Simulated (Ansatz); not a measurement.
# Calculations on TaN

## 1. Relaxation

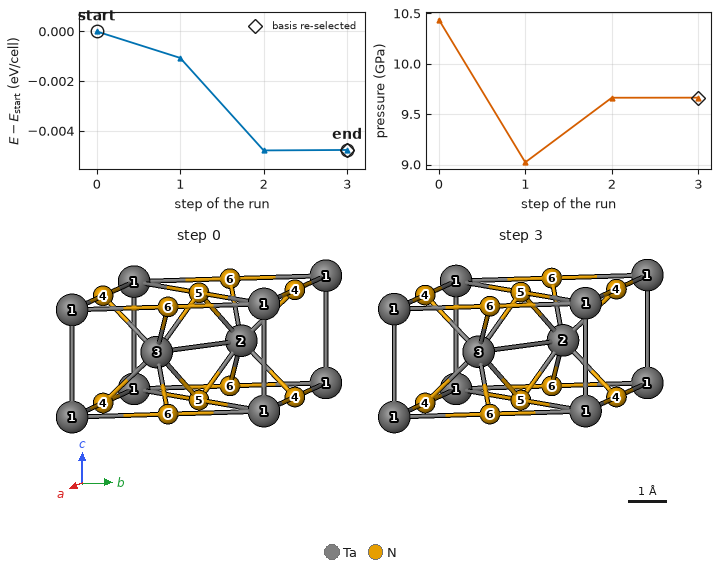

First and last geometry of a relaxation of a crystal of TaN (set up in P6/mmm), with the history of the run. The picture is a ball-and-stick view of the cell of the calculation, seen slightly off an axis.

Case: volume × 0.97, shape and atoms relaxed.

These are results of DFT r2SCAN, scalar-relativistic, plane waves, PAW (Ansatz), not measurements.

Input
```yaml
crystal:
  lattice:
    - [5.1869243306, 0.0, 0.0]
    - [-2.5934621653, 4.4920082378, 0.0]
    - [0.0, 0.0, 2.874843897]
  atoms:
    - { symbol: Ta, position: [0.0, 0.0, 0.0] }
    - { symbol: Ta, position: [0.3333333333, 0.6666666667, 0.5] }
    - { symbol: Ta, position: [0.6666666667, 0.3333333333, 0.5] }
    - { symbol: "N", position: [0.5, 0.0, 0.0] }
    - { symbol: "N", position: [0.5, 0.5, 0.0] }
    - { symbol: "N", position: [0.0, 0.5, 0.0] }
basis:
  ecutwfc: 500
kpoints:
  mp_grid: { grid: [9, 9, 12] }
hamiltonian:
  xc: r2scan
scf:
  occupations: { method: gaussian, width: 0.1 }
output:
  forces: true
  stress: true
  eigenvalues: true
relax:
  adjacent_minimum: "off"
  f_tol: 0.01
  max_steps: 30
  cell: { stress_tol: 0.1, fix: [volume] }
```

Launched with:
```bash
ansatz run input.yaml --threads 1 --pin off --max-ram 2560MiB --backend cpu --events-out ev --progress --plain --runs-dir out
```

### Did the run converge, and what did it change?

It converged. No atom moves by more than 0.005 Å relative to the cell. The drawn cell changes at constant volume: a = b 5.187 → 5.172 Å (−0.3 %), c 2.875 → 2.891 Å (+0.6 %). Some distances before and after: Ta1–Ta1 2.875 → 2.891 Å, Ta2–Ta3 2.995 → 2.986 Å, Ta1–N4 2.593 → 2.586 Å, Ta1–Ta2 3.322 → 3.318 Å. The space group stays P6/mmm (No. 191). The energy falls by 4.8 meV per cell of the calculation in 2 accepted moves (3 points after the start). All forces vanish by symmetry, so only the cell relaxes. Pressure: 10.44 GPa at the start and 9.66 GPa at the end. The SCF was repeated once at an unchanged geometry on a basis and grid sized afresh for the cell, which shifted the energy by less than 0.05 meV per cell of the calculation at most. The run took 110 s on 1 thread of Arm Neoverse V1 (shared host), peak memory 0.63 GiB.

## 2. Relaxation

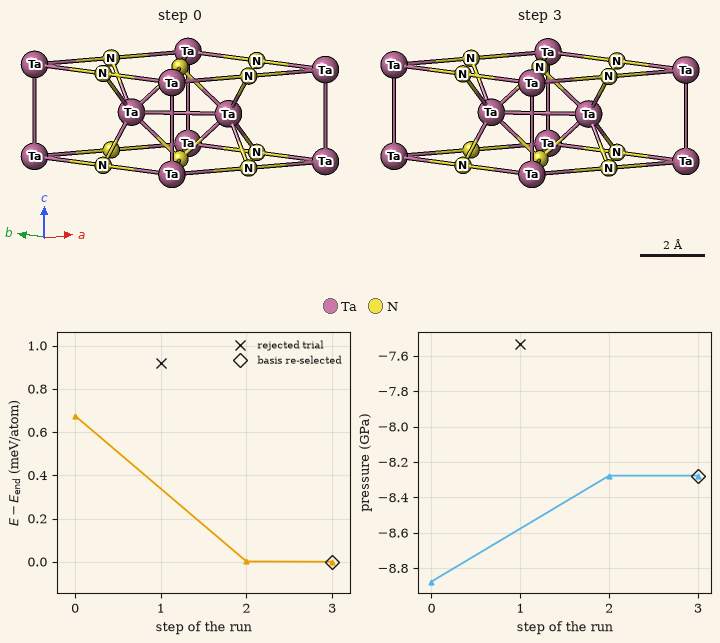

First and last geometry of a relaxation of a crystal of TaN (set up in P6/mmm), with the history of the run. The picture is a ball-and-stick view of the cell of the calculation, seen from a free direction.

Case: volume × 1.03, shape and atoms relaxed.

The calculation used DFT r2SCAN, scalar-relativistic, plane waves, PAW in Ansatz 0.2.0.

Input
```yaml
crystal:
  lattice:
    - [5.2917389202, 0.0, 0.0]
    - [-2.6458694601, 4.5827803351, 0.0]
    - [0.0, 0.0, 2.9329372032]
  atoms:
    - { symbol: Ta, position: [0.0, 0.0, 0.0] }
    - { symbol: Ta, position: [0.3333333333, 0.6666666667, 0.5] }
    - { symbol: Ta, position: [0.6666666667, 0.3333333333, 0.5] }
    - { symbol: "N", position: [0.5, 0.0, 0.0] }
    - { symbol: "N", position: [0.5, 0.5, 0.0] }
    - { symbol: "N", position: [0.0, 0.5, 0.0] }
basis:
  ecutwfc: 500
kpoints:
  mp_grid: { grid: [9, 9, 12] }
hamiltonian:
  xc: r2scan
scf:
  occupations: { method: gaussian, width: 0.1 }
output:
  forces: true
  stress: true
  eigenvalues: true
relax:
  adjacent_minimum: "off"
  f_tol: 0.01
  max_steps: 30
  cell: { stress_tol: 0.1, fix: [volume] }
```

Run as
```bash
ansatz run input.yaml --threads 1 --pin off --max-ram 2560MiB --backend cpu --events-out ev --progress --plain --runs-dir out
```

**Did the run converge, and what did it change?**

It converged. Over 1 accepted move (3 points after the start) the energy falls by 0.7 meV per atom. All forces vanish by symmetry, so only the cell relaxes. The pressure goes from −8.88 to −8.28 GPa. The line search rejected the trial step at point 1 of the run. At 1 point the geometry stayed and the basis and grid were re-selected for the new cell (energy shift of less than 0.05 meV per atom at most each time). The atoms keep their places relative to the cell (all moves are under 0.005 Å). The drawn cell changes at constant volume: a = b 5.292 → 5.305 Å (+0.3 %), c 2.933 → 2.918 Å (−0.5 %). Some distances before and after: Ta1–Ta1 2.933 → 2.918 Å, Ta2–Ta3 3.055 → 3.063 Å, Ta1–N4 2.646 → 2.653 Å. The space group stays P6/mmm (No. 191). Cost: 110 s on 1 thread of Arm Neoverse V1, on a shared host, peak memory 0.63 GiB.

## 3. A change

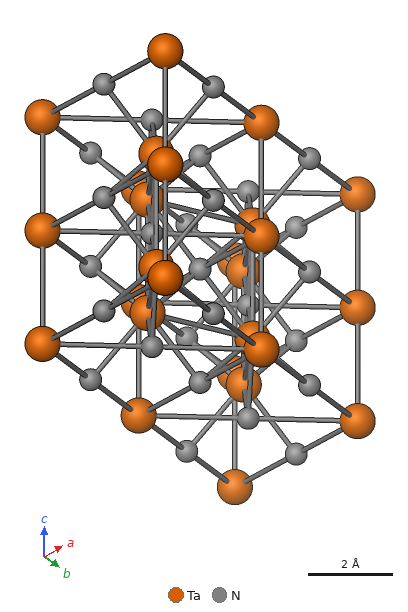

Reference structure: a crystal of TaN (set up in P6/mmm). The picture is a ball-and-stick view of the cell of the calculation, repeated 1 × 2 × 2 with one cell outlined, seen from a free direction.

Method: DFT r2SCAN, scalar-relativistic, plane waves, PAW (Ansatz). Settings: plane-wave cutoff 500 eV; k-point mesh 9 × 9 × 12; occupations gaussian; smearing width 0.1 eV; no spin polarisation.

Change: The volume is changed by +6.0 %. The cell's shape and the atoms are relaxed at that volume.

> Predict the response.

The volume changes by +6.0 %, with a = b 5.240 → 5.370 Å (+2.5 %), c 2.904 → 2.931 Å (+0.9 %). The atoms keep their places relative to the cell (all moves are under 0.005 Å). Among the bonded contacts that change: Ta–Ta 3.025 → 3.100 Å, N–Ta 2.620 → 2.685 Å, N–Ta 2.097 → 2.133 Å, Ta–Ta 2.904 → 2.931 Å. The space group stays P6/mmm (No. 191). It costs 34.7 meV per atom. The pressure goes from 0.0 to −15.4 GPa.

The changed structure in the same view:

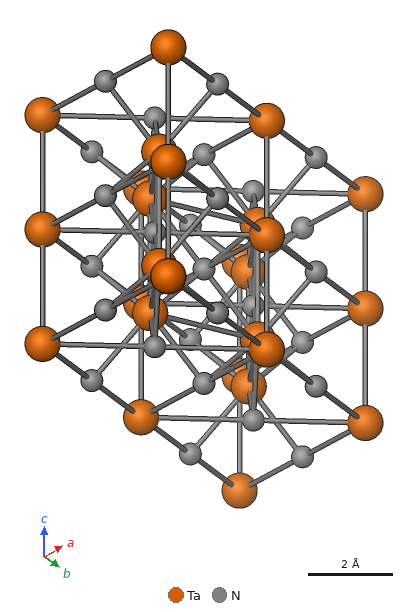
